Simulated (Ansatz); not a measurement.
System: Pt.

Input

```
crystal:
  lattice:
    - [5.1807526438, 0.0, 0.0]
    - [0.0, 5.1807526438, 0.0]
    - [0.0, 0.0, 5.1807526438]
  atoms:
    - { symbol: Pt, position: [0.5, 0.5, 0.0] }
    - { symbol: Pt, position: [0.0, 0.5, 0.5] }
    - { symbol: Pt, position: [0.5, 0.0, 0.5] }
    - { symbol: Pt, position: [0.5, 0.5, 0.5] }
    - { symbol: Pt, position: [0.5, 0.0, 0.0] }
    - { symbol: Pt, position: [0.0, 0.5, 0.0] }
    - { symbol: Pt, position: [0.0, 0.0, 0.5] }
basis:
  ecutwfc: 420
kpoints:
  mp_grid: { grid: [8, 8, 8] }
  band_path:
    path:
      - [[0.0, 0.0, 0.0], [0.0, 0.5, 0.0], [0.5, 0.5, 0.0], [0.0, 0.0, 0.0], [0.5, 0.5, 0.5], [0.0, 0.5, 0.0]]
      - [[0.5, 0.5, 0.5], [0.5, 0.5, 0.0]]
    npoints: 14
hamiltonian:
  xc: pbe
scf:
  occupations: { method: gaussian, width: 0.1 }
  n_extra_bands: 17
output:
  forces: true
  stress: true
  eigenvalues: true
  populations: true
  dos: { projected: true, de: 0.02, nscf_kmesh: { grid: [10, 10, 10] } }
  bader: true
  write_density: true
  write_potential: true
  elf: true
  volumetric_format: npy
```

Run with:

```sh
ansatz run input.yaml --threads 1 --pin off --max-ram 2560MiB --backend cpu --events-out ev --progress --plain --runs-dir out
```

Below, planes, directions and counts refer to the conventional cell (a = 5.18 Å, b = 5.18 Å, c = 5.18 Å, α = 90.00°, β = 90.00°, γ = 90.00°).

Space group Pm-3m; a structure generated by program, which may or may not match a known phase.

These are results of Ansatz, DFT PBE, scalar-relativistic, plane waves, PAW, not measurements.

Q: Predict the valence pseudo-density and electron localisation function between the atoms.

A: Pt–Pt (2.59 Å): the density is about 0.52 e/Å³ at the midpoint; the ELF is about 0.30 at the midpoint; no shared electron pair shows on this line.

Q: Does the calculation make it a metal, or give it a gap?

A: It is gapless in this calculation (a metal or semimetal).

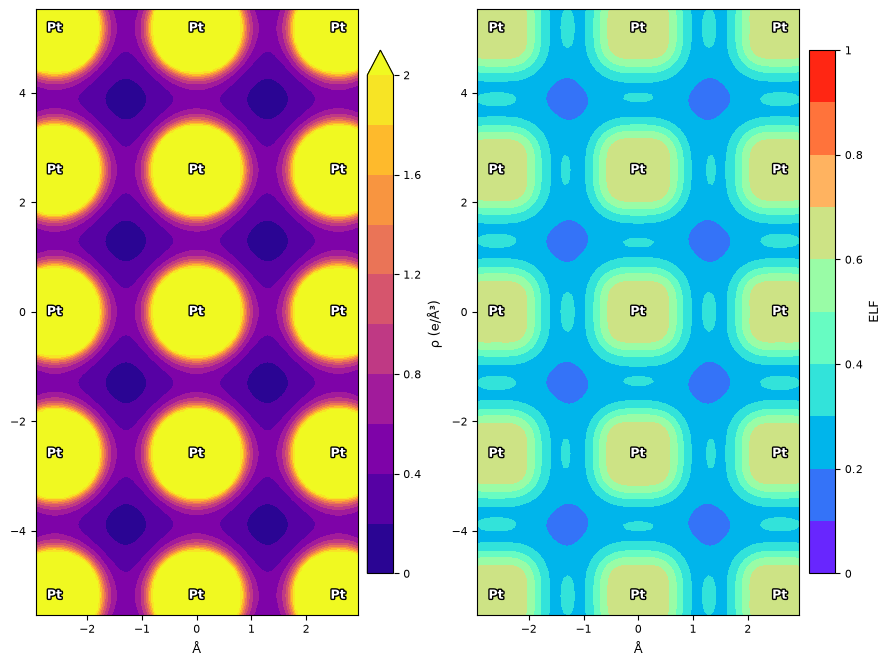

Computed valence pseudo-density and electron localisation function on the (001) plane of the conventional cell, in this order. 
